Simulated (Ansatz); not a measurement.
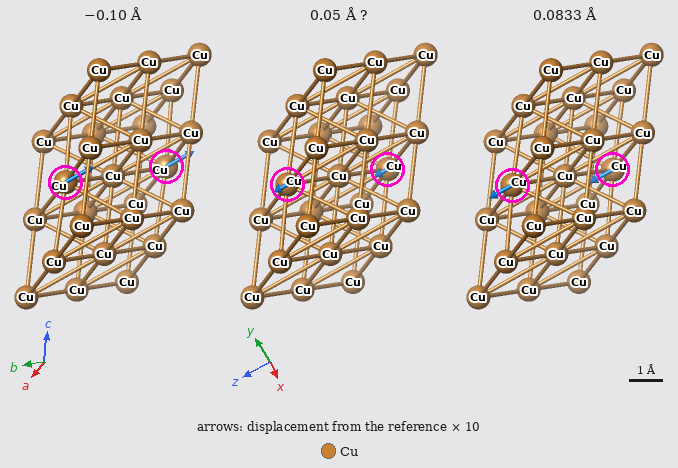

A scan of a crystal of Cu (I4/mmm): a Cu atom (one in each cell of 8 atoms) is moved along Cartesian [0 0 1], all else fixed. A ball-and-stick model of the cell of the calculation, seen from a free direction. The ringed atoms are those of the scanned coordinate. Blue arrows: displacements from the reference.

The calculation used DFT PBEsol, scalar-relativistic, plane waves, PAW (Ansatz). (plane-wave cutoff 420 eV; k-point mesh 12 × 12 × 12; occupations gaussian; smearing width 0.15 eV; no spin polarisation). Energies (free energies at the smearing named) are counted from the cell as listed in its source, which wasn't relaxed.

```tsv
displacement (Å)	energy change (meV/cell)
−0.1000	37.4
−0.0333	4.1
0.0000	0.0
0.0167	1.0
0.0500	?
0.0667	16.6
0.0833	25.9
```

Q: One row is withheld. What is its energy?

A: A straight line between the two neighbours gives 11.4 meV/cell. A cubic through the four nearest rows (0.0000, 0.0167, 0.0667, 0.0833) gives, with Lagrange weights, (−0.1996)(0.0) + (0.5000)(1.0) + (1.0015)(16.6) + (−0.3019)(25.9) = 9.3 meV/cell. The calculation gives 9.3 meV/cell, so the cubic is right to the digits shown and the straight line 2.1 meV/cell too high, as the curve bends upwards here.

The whole profile:

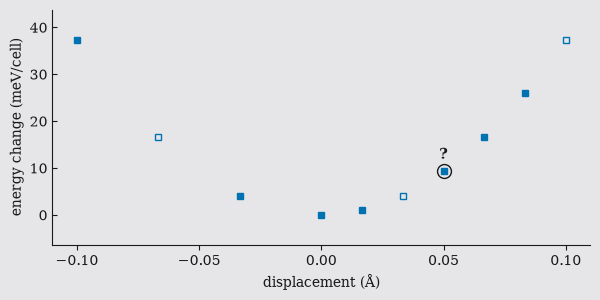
